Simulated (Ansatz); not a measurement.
**TiAl₃: geometry relaxation (part 1 of 2)**

The run: geometry relaxation of TiAl₃ (disordered cell, 16 atoms in the cell). Method and program: DFT r2SCAN, scalar-relativistic, plane waves, PAW, no spin polarisation (Ansatz 0.2.0).

It belongs to a series of runs on one base structure; here: atoms packed at random at 1.00 times the crystal's volume, relaxed further on a centred mesh. Figures and captions count atoms from 1; the log counts them from 0 in places.

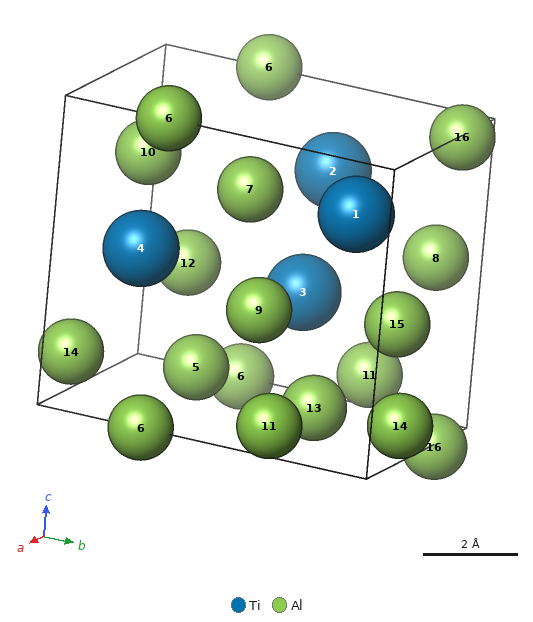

Fig. 1: The starting structure (spheres-only view of the cell of the calculation, seen slightly off an axis; atoms are numbered from 1 in the order of the input). An atom can appear more than once, as a periodic image.

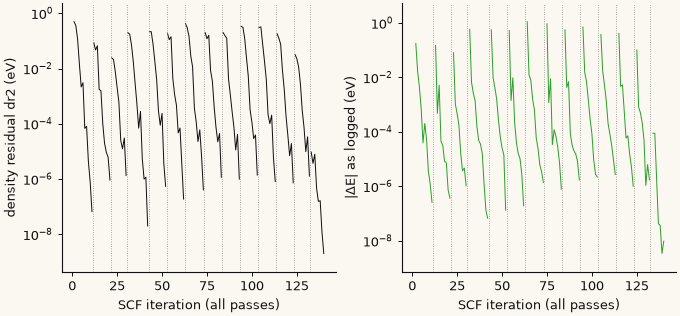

Fig. 2: Convergence of the self-consistent field: density residual dr2 and size of the energy change against the SCF iteration. The dotted lines part the SCF passes of the relaxation: geometry steps, rejected trials and re-solves on a re-selected basis. The 14 passes take 8 to 12 iterations each, 140 in all.

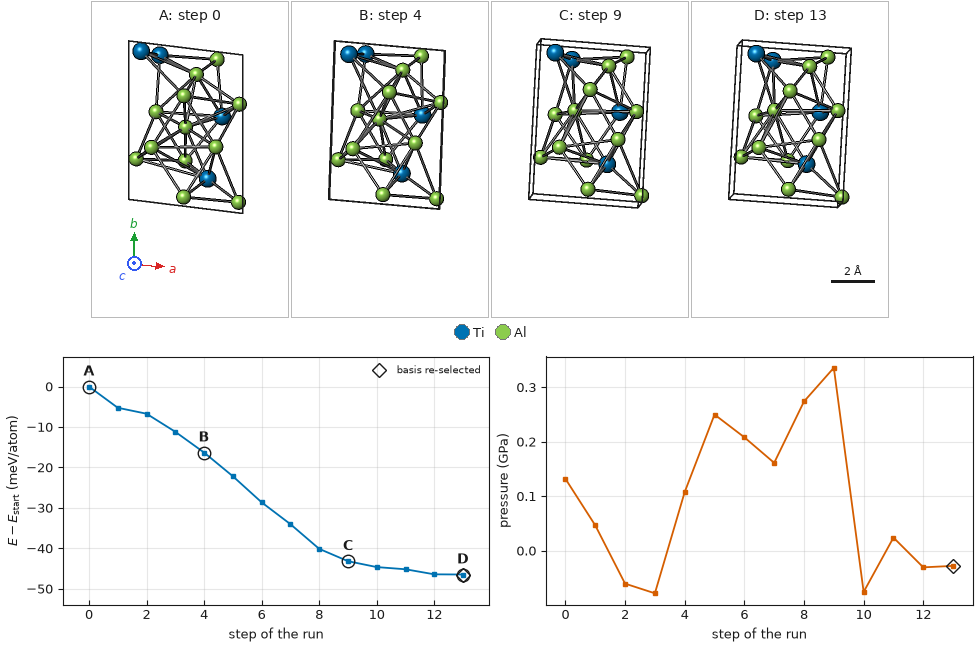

Fig. 3: Frames of the relaxation (ball-and-stick view of the cell of the calculation (origin shifted), along the c axis) above the curves, on which the letters mark them (the first geometry is step 0 here and step 1 in the log).

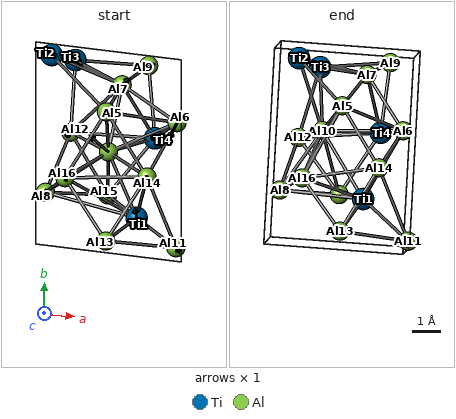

Fig. 4: Before (left) and after (right) the relaxation, at one scale (ball-and-stick view of the cell of the calculation (origin shifted), along the c axis). The black arrows give the displacements (without the part carried along by the change of the cell), at true length. Al10 moves most relative to the cell: 1.06 Å. Largest moves by element: Al 1.06 Å, Ti 0.50 Å. Cell: a 5.545 → 5.270 Å (−5.0 %), b 7.494 → 7.258 Å (−3.2 %), c 6.659 → 7.072 Å (+6.2 %), α 97.3° → 93.4°, β 103.6° → 101.4°, γ 95.1° → 89.8°. Volume −0.1 %. Among the contacts that change: Ti3–Al6 2.991 → 4.487 Å, Ti3–Al10 4.490 → 3.058 Å, Ti2–Al10 4.128 → 2.897 Å, Al7–Al12 3.072 → 4.258 Å. New bonds form: Ti1–Al6 (3.87 → 2.91 Å), Ti2–Al10 (4.13 → 2.90 Å), Ti3–Al10 (4.49 → 3.06 Å). Bonds break: Al10–Al14 (2.81 → 3.90 Å), Ti3–Al6 (2.99 → 4.49 Å). Over 12 geometry steps the energy falls by 46.4 meV per atom. The largest force component goes from 0.21 to 0.034 eV/Å. Pressure: 0.13 GPa at the start and −0.03 GPa at the end. A last SCF at the same geometry on a re-selected plane-wave basis shifts the energy by next to nothing (0.0 meV per atom). (Atoms are counted from 1 in the order of the input.)

These pictures come from the run below.

### Input file
```yaml
crystal:
  lattice:
    - [5.4824322446, -0.3602688943, -0.7471343952]
    - [-0.2372952621, 7.4772883328, -0.4487538791]
    - [-0.709700713, -0.4753166257, 6.6038138527]
  atoms:
    - { symbol: Ti, position: [0.6930740525, 0.8105925301, 0.7600443366] }
    - { symbol: Ti, position: [0.1095029228, 0.5638245093, 0.7456965306] }
    - { symbol: Ti, position: [0.2724943713, 0.5533398472, 0.3760370057] }
    - { symbol: Ti, position: [0.8191520895, 0.2149820587, 0.5269569536] }
    - { symbol: Al, position: [0.4849890466, 0.3160023956, 0.1119648424] }
    - { symbol: Al, position: [0.9710419635, 0.3057775766, 0.9948396565] }
    - { symbol: Al, position: [0.5937692148, 0.4597878482, 0.7396422506] }
    - { symbol: Al, position: [0.0671429919, 0.8810181907, 0.5334158258] }
    - { symbol: Al, position: [0.7760722862, 0.5708807941, 0.4063111454] }
    - { symbol: Al, position: [0.4994008503, 0.1192159223, 0.7634321532] }
    - { symbol: Al, position: [0.9629906733, 0.6861345335, 0.0900237024] }
    - { symbol: Al, position: [0.2401662015, 0.1937009449, 0.3806341569] }
    - { symbol: Al, position: [0.4816928729, 0.6767769467, 0.0666790196] }
    - { symbol: Al, position: [0.7639436045, 0.0186061572, 0.1372432105] }
    - { symbol: Al, position: [0.4943959322, 0.906028868, 0.3942574944] }
    - { symbol: Al, position: [0.1999345736, 0.9652295549, 0.9641418672] }
  symmetry: { detect: false }
basis:
  ecutwfc: 500
kpoints:
  mp_grid: { grid: [4, 3, 3] }
hamiltonian:
  xc: r2scan
scf:
  occupations: { method: gaussian, width: 0.1 }
  lower_state_search: "off"
output:
  forces: true
  stress: true
  eigenvalues: true
relax:
  adjacent_minimum: "off"
  f_tol: 0.04
  max_steps: 25
  cell: { stress_tol: 0.3 }
```

Launched with:
```bash
ansatz run input.yaml --threads 2 --pin off --max-ram 5120MiB --backend cpu --events-out ev --progress --plain --runs-dir out
```

### Output
```
Engine: ansatz 0.2.0, x86_64-unknown-linux-gnu
Pseudopotentials: kind: paw
Pseudopotential: Ti, paw, valence charge 12, recommended cutoff 500 eV (meta_gga), Ti.paw.azcp
Pseudopotential: Al, paw, valence charge 3, recommended cutoff 500 eV (meta_gga), Al.paw.azcp
Functional definition: r2SCAN
  parameter k0 = 0.174
  parameter k1 = 0.065
  parameter a1 = 4.9479
  exchange = r2scan_x(k0 = k0, k1 = k1, a1 = a1)
  correlation = r2scan_c
Crystal: 16 atoms, lattice volume = 264.817 Å³
Basis set: ecut = 500 eV, 6717 PW (Γ), exchange–correlation on 180×240×200 points (64 copies of the dense FFT grid, shifted against one another)
Bands: 58, of which v1, the nominal top of the filled ones, is band 42 counted from 1 (41 counted from 0)
Symmetry: 1 space group operations
k-points: 19 of 36 (time reversal used)
Non-local potential: Ti, projectors of the file, l = 0: 3, l = 1: 2, l = 2: 3, l = 3: 1
Non-local potential: Al, projectors of the file, l = 0: 2, l = 1: 2, l = 2: 1
PAW form: soft (Blöchl's): semilocal exchange-correlation on the pseudo side does not see the compensation charge
PAW frozen core: Ti, regenerated for the run's functional (the file was generated under x = pbe(κ = 0.804, μ = 0.2195149727645171), c = pbe(β = 0.06672455060314922))
PAW frozen core: Al, regenerated for the run's functional (the file was generated under x = pbe(κ = 0.804, μ = 0.2195149727645171), c = pbe(β = 0.06672455060314922))
PAW one-centre angular grid: Ti, 590 points (default); XC on 160 Gauss nodes
PAW one-centre angular grid: Al, 302 points (default); XC on 160 Gauss nodes
Initial density: superposition of atomic densities (neutral atoms: chi_scale 0, normalization atom), corrected by the library's trained network
Initial wavefunctions: pseudopotential atomic-orbital guess
Functional: x = r2scan, c = r2scan; τ floored in thin density (d = 2e-4 eV/Å³)
SCF iter   1: F=-16504.393784 eV  HF=-16504.620726 eV  |F-HF|=2.27e-1  |Δ(HF+E_count)|=         —  Δρ=1.16e-2  dr2=4.96e-1  dr2_τ=1.10e-1  ethr=1.77e-3  ⟨swp⟩=7.1  Hψ=5354  notcnv=0
preconditioner: auto → Kerker (q_TF=auto, 2.253 Å⁻¹)  [metal: Δε(μ)=0.037 eV  Ē_g=5.446 eV  σ=0.100 eV  W_gap=0.20  n_scr=50 (ndim 8)  ℏωp=16.5 eV  f_vac=0.000  D(μ)=6.56/eV (n_scr^D=40)]
SCF iter   2: F=-16504.480832 eV  HF=-16504.797045 eV  |F-HF|=3.16e-1  |Δ(HF+E_count)|=   1.76e-1  Δρ=8.40e-3  dr2=3.61e-1  dr2_τ=2.18e-2  ethr=5.91e-4  ⟨swp⟩=3.0  Hψ=2339  notcnv=0  defer=156
SCF iter   3: F=-16504.686051 eV  HF=-16504.780065 eV  |F-HF|=9.40e-2  |Δ(HF+E_count)|=   1.70e-2  Δρ=4.56e-3  dr2=1.17e-1  dr2_τ=3.55e-3  ethr=4.29e-4  ⟨swp⟩=2.1  Hψ=1350  notcnv=0  defer=156
SCF iter   4: F=-16504.769810 eV  HF=-16504.775566 eV  |F-HF|=5.76e-3  |Δ(HF+E_count)|=   4.50e-3  Δρ=2.22e-3  dr2=1.47e-2  dr2_τ=6.47e-4  ethr=1.39e-4  ⟨swp⟩=2.0  Hψ=1241  notcnv=0  defer=156
SCF iter   5: F=-16504.773630 eV  HF=-16504.774856 eV  |F-HF|=1.23e-3  |Δ(HF+E_count)|=   7.10e-4  Δρ=7.56e-4  dr2=2.16e-3  dr2_τ=5.31e-5  ethr=1.75e-5  ⟨swp⟩=2.5  Hψ=1522  notcnv=0  defer=156
SCF iter   6: F=-16504.772082 eV  HF=-16504.774895 eV  |F-HF|=2.81e-3  |Δ(HF+E_count)|=   3.94e-5  Δρ=7.34e-4  dr2=3.05e-3  dr2_τ=1.11e-4  ethr=2.58e-6  ⟨swp⟩=2.4  Hψ=1529  notcnv=0  defer=156
SCF iter   7: F=-16504.774656 eV  HF=-16504.774691 eV  |F-HF|=3.56e-5  |Δ(HF+E_count)|=   2.04e-4  Δρ=1.35e-4  dr2=6.80e-5  dr2_τ=3.16e-6  ethr=2.58e-6  ⟨swp⟩=2.0  Hψ=1184  notcnv=0  defer=156
SCF iter   8: F=-16504.774672 eV  HF=-16504.774744 eV  |F-HF|=7.22e-5  |Δ(HF+E_count)|=   5.26e-5  Δρ=1.16e-4  dr2=8.15e-5  dr2_τ=2.70e-6  ethr=8.10e-8  ⟨swp⟩=2.9  Hψ=1894  notcnv=0  defer=156
SCF iter   9: F=-16504.774740 eV  HF=-16504.774741 eV  |F-HF|=8.84e-7  |Δ(HF+E_count)|=   3.52e-6  Δρ=3.43e-5  dr2=4.41e-6  dr2_τ=9.77e-8  ethr=8.10e-8  ⟨swp⟩=2.0  Hψ=1094  notcnv=0  defer=156
SCF iter  10: F=-16504.774741 eV  HF=-16504.774742 eV  |F-HF|=2.61e-7  |Δ(HF+E_count)|=   1.23e-6  Δρ=1.21e-5  dr2=7.91e-7  dr2_τ=1.27e-8  ethr=5.25e-9  ⟨swp⟩=2.0  Hψ=1294  notcnv=0  defer=156
SCF iter  11: F=-16504.774742 eV  HF=-16504.774742 eV  |F-HF|=9.79e-10  |Δ(HF+E_count)|=   2.61e-7  Δρ=3.38e-6  dr2=6.66e-8  dr2_τ=7.06e-10  ethr=1.19e-10  ⟨swp⟩=10.7  Hψ=5396  notcnv=0
SCF 1 converged in 11 iterations: F = -16504.774742 eV  dr2 = 6.66e-8
  greatest PAW one-centre occupation: 1.001 electrons in one spin orbital (limit 2), on the Ti atom at site 0 (counted from 0), in its partial waves of l = 1
relax step   1: F+E_penalty+E_count = -16504.77474202 eV  Δ(F+E_penalty+E_count) = +0.000e0 eV  max|allowed force component| = 2.146e-1 eV/Å  Δτ_max = 0.0000 Å  P = +0.132 GPa  Ω = 264.817 Å³  (11 SCF iters, dr2 threshold 1.00e-7 eV, accepted)
Crystal: 16 atoms, lattice volume = 264.911 Å³
Basis set: ecut = 500 eV, 6729 PW (Γ), exchange–correlation on 180×240×200 points (64 copies of the dense FFT grid, shifted against one another)
Initial density: handed on by an earlier stage of this run
Initial wavefunctions: those handed on with the density
iter 1 solved again at ethr=1.03e-4 eV; its pass at ethr=3.10e-3 eV (dr2=8.62e-2 eV) is discarded
SCF iter   1: F=-16504.807267 eV  HF=-16504.716317 eV  |F-HF|=9.09e-2  |Δ(HF+E_count)|=         —  Δρ=4.34e-3  dr2=8.66e-2  dr2_τ=2.47e-1  ethr=1.03e-4  ⟨swp⟩=1.0  Hψ=6606  notcnv=0
preconditioner: auto → Kerker (q_TF=auto, 2.253 Å⁻¹)  [metal: Δε(μ)=0.017 eV  Ē_g=5.368 eV  σ=0.100 eV  W_gap=0.10  n_scr=54 (ndim 8)  ℏωp=16.5 eV  f_vac=0.000  D(μ)=7.77/eV (n_scr^D=54)]
SCF iter   2: F=-16504.827786 eV  HF=-16504.864342 eV  |F-HF|=3.66e-2  |Δ(HF+E_count)|=   1.48e-1  Δρ=2.93e-3  dr2=4.66e-2  dr2_τ=1.52e-3  ethr=1.03e-4  ⟨swp⟩=2.0  Hψ=2185  notcnv=0
SCF iter   3: F=-16504.803479 eV  HF=-16504.863860 eV  |F-HF|=6.04e-2  |Δ(HF+E_count)|=   4.82e-4  Δρ=3.23e-3  dr2=6.67e-2  dr2_τ=2.22e-3  ethr=5.55e-5  ⟨swp⟩=2.1  Hψ=1691  notcnv=0
SCF iter   4: F=-16504.857417 eV  HF=-16504.858628 eV  |F-HF|=1.21e-3  |Δ(HF+E_count)|=   5.23e-3  Δρ=5.87e-4  dr2=1.74e-3  dr2_τ=9.74e-5  ethr=5.55e-5  ⟨swp⟩=2.0  Hψ=1284  notcnv=0
SCF iter   5: F=-16504.857192 eV  HF=-16504.858582 eV  |F-HF|=1.39e-3  |Δ(HF+E_count)|=   4.58e-5  Δρ=5.20e-4  dr2=1.56e-3  dr2_τ=6.67e-5  ethr=2.07e-6  ⟨swp⟩=2.0  Hψ=1445  notcnv=0
SCF iter   6: F=-16504.858502 eV  HF=-16504.858551 eV  |F-HF|=4.82e-5  |Δ(HF+E_count)|=   3.19e-5  Δρ=1.77e-4  dr2=1.03e-4  dr2_τ=5.51e-6  ethr=1.85e-6  ⟨swp⟩=2.0  Hψ=1145  notcnv=0
SCF iter   7: F=-16504.858559 eV  HF=-16504.858559 eV  |F-HF|=2.72e-7  |Δ(HF+E_count)|=   8.44e-6  Δρ=8.24e-5  dr2=1.98e-5  dr2_τ=9.72e-7  ethr=1.22e-7  ⟨swp⟩=1.9  Hψ=1153  notcnv=0
SCF iter   8: F=-16504.858561 eV  HF=-16504.858566 eV  |F-HF|=5.60e-6  |Δ(HF+E_count)|=   7.15e-6  Δρ=4.21e-5  dr2=9.31e-6  dr2_τ=2.85e-7  ethr=2.36e-8  ⟨swp⟩=2.5  Hψ=1623  notcnv=0
SCF iter   9: F=-16504.858563 eV  HF=-16504.858567 eV  |F-HF|=4.11e-6  |Δ(HF+E_count)|=   7.27e-7  Δρ=3.40e-5  dr2=6.09e-6  dr2_τ=2.15e-7  ethr=1.11e-8  ⟨swp⟩=2.0  Hψ=1239  notcnv=0
SCF iter  10: F=-16504.858567 eV  HF=-16504.858567 eV  |F-HF|=3.21e-7  |Δ(HF+E_count)|=   3.66e-7  Δρ=1.40e-5  dr2=9.24e-7  dr2_τ=5.02e-9  ethr=1.90e-9  ⟨swp⟩=4.3  Hψ=3532  notcnv=0
SCF 2 converged in 10 iterations: F = -16504.858567 eV  dr2 = 9.24e-7
relax step   2: F+E_penalty+E_count = -16504.85856694 eV  Δ(F+E_penalty+E_count) = -8.382e-2 eV  max|allowed force component| = 1.774e-1 eV/Å  Δτ_max = 0.0651 Å  P = +0.047 GPa  Ω = 264.911 Å³  energy of the carried Pulay correction = -1.640e-5 eV  (10 SCF iters, dr2 threshold 1.60e-6 eV, accepted)
[... from here on the SCF iterations and repeated set-up lines of each step are left out, up to the last step ...]
SCF 3 converged in 9 iterations: F = -16504.882142 eV  dr2 = 1.35e-6
relax step   3: F+E_penalty+E_count = -16504.88214223 eV  Δ(F+E_penalty+E_count) = -2.358e-2 eV  max|allowed force component| = 1.170e-1 eV/Å  Δτ_max = 0.0432 Å  P = -0.060 GPa  Ω = 264.867 Å³  energy of the carried Pulay correction = -8.643e-6 eV  (9 SCF iters, dr2 threshold 1.60e-6 eV, accepted)
SCF 4 converged in 12 iterations: F = -16504.953601 eV  dr2 = 2.00e-8
relax step   4: F+E_penalty+E_count = -16504.95360140 eV  Δ(F+E_penalty+E_count) = -7.146e-2 eV  max|allowed force component| = 1.661e-1 eV/Å  Δτ_max = 0.2000 Å  P = -0.078 GPa  Ω = 263.882 Å³  energy of the carried Pulay correction = +1.635e-4 eV  (12 SCF iters, dr2 threshold 8.55e-7 eV, accepted)
SCF 5 converged in 10 iterations: F = -16505.035661 eV  dr2 = 5.43e-7
relax step   5: F+E_penalty+E_count = -16505.03566138 eV  Δ(F+E_penalty+E_count) = -8.206e-2 eV  max|allowed force component| = 2.288e-1 eV/Å  Δτ_max = 0.1821 Å  P = +0.108 GPa  Ω = 262.809 Å³  energy of the carried Pulay correction = +3.517e-4 eV  (10 SCF iters, dr2 threshold 1.60e-6 eV, accepted)
SCF 6 converged in 10 iterations: F = -16505.129477 eV  dr2 = 1.89e-7
relax step   6: F+E_penalty+E_count = -16505.12947737 eV  Δ(F+E_penalty+E_count) = -9.382e-2 eV  max|allowed force component| = 1.765e-1 eV/Å  Δτ_max = 0.1952 Å  P = +0.250 GPa  Ω = 262.086 Å³  energy of the carried Pulay correction = +4.791e-4 eV  (10 SCF iters, dr2 threshold 1.60e-6 eV, accepted)
SCF 7 converged in 11 iterations: F = -16505.232607 eV  dr2 = 4.06e-7
relax step   7: F+E_penalty+E_count = -16505.23260658 eV  Δ(F+E_penalty+E_count) = -1.031e-1 eV  max|allowed force component| = 1.629e-1 eV/Å  Δτ_max = 0.2000 Å  P = +0.208 GPa  Ω = 262.111 Å³  energy of the carried Pulay correction = +4.747e-4 eV  (11 SCF iters, dr2 threshold 1.60e-6 eV, accepted)
SCF 8 converged in 10 iterations: F = -16505.318925 eV  dr2 = 1.16e-6
relax step   8: F+E_penalty+E_count = -16505.31892492 eV  Δ(F+E_penalty+E_count) = -8.632e-2 eV  max|allowed force component| = 1.823e-1 eV/Å  Δτ_max = 0.1900 Å  P = +0.161 GPa  Ω = 262.502 Å³  energy of the carried Pulay correction = +4.058e-4 eV  (10 SCF iters, dr2 threshold 1.60e-6 eV, accepted)
SCF 9 converged in 10 iterations: F = -16505.416566 eV  dr2 = 9.94e-7
relax step   9: F+E_penalty+E_count = -16505.41656597 eV  Δ(F+E_penalty+E_count) = -9.764e-2 eV  max|allowed force component| = 1.615e-1 eV/Å  Δτ_max = 0.1934 Å  P = +0.274 GPa  Ω = 262.788 Å³  energy of the carried Pulay correction = +3.554e-4 eV  (10 SCF iters, dr2 threshold 1.60e-6 eV, accepted)
SCF 10 converged in 10 iterations: F = -16505.465404 eV  dr2 = 1.40e-6
relax step  10: F+E_penalty+E_count = -16505.46540437 eV  Δ(F+E_penalty+E_count) = -4.884e-2 eV  max|allowed force component| = 3.252e-1 eV/Å  Δτ_max = 0.1926 Å  P = +0.336 GPa  Ω = 263.595 Å³  energy of the carried Pulay correction = +2.138e-4 eV  (10 SCF iters, dr2 threshold 1.60e-6 eV, accepted)
SCF 11 converged in 10 iterations: F = -16505.488736 eV  dr2 = 8.15e-7
relax step  11: F+E_penalty+E_count = -16505.48873577 eV  Δ(F+E_penalty+E_count) = -2.333e-2 eV  max|allowed force component| = 1.355e-1 eV/Å  Δτ_max = 0.1445 Å  P = -0.076 GPa  Ω = 265.228 Å³  energy of the carried Pulay correction = -7.170e-5 eV  (10 SCF iters, dr2 threshold 1.60e-6 eV, accepted)
SCF 12 converged in 10 iterations: F = -16505.497393 eV  dr2 = 7.29e-7
relax step  12: F+E_penalty+E_count = -16505.49739278 eV  Δ(F+E_penalty+E_count) = -8.657e-3 eV  max|allowed force component| = 1.514e-1 eV/Å  Δτ_max = 0.1389 Å  P = +0.024 GPa  Ω = 264.375 Å³  energy of the carried Pulay correction = +7.724e-5 eV  (10 SCF iters, dr2 threshold 1.15e-6 eV, accepted)
SCF 13 converged in 9 iterations: F = -16505.517405 eV  dr2 = 1.28e-6
relax step  13: F+E_penalty+E_count = -16505.51740527 eV  Δ(F+E_penalty+E_count) = -2.001e-2 eV  max|allowed force component| = 3.414e-2 eV/Å  Δτ_max = 0.0541 Å  P = -0.030 GPa  Ω = 264.670 Å³  energy of the carried Pulay correction = +2.578e-5 eV  (9 SCF iters, dr2 threshold 1.43e-6 eV, accepted)
Basis set: ecut = 500 eV, 6721 PW (Γ), exchange–correlation on 160×216×216 points (64 copies of the dense FFT grid, shifted against one another)
Initial wavefunctions: pseudopotential atomic-orbital guess (no wavefunctions were taken with the density)
iter 1 solved again at ethr=1.57e-6 eV; its pass at ethr=3.10e-3 eV (dr2=1.32e-3 eV) is discarded
```
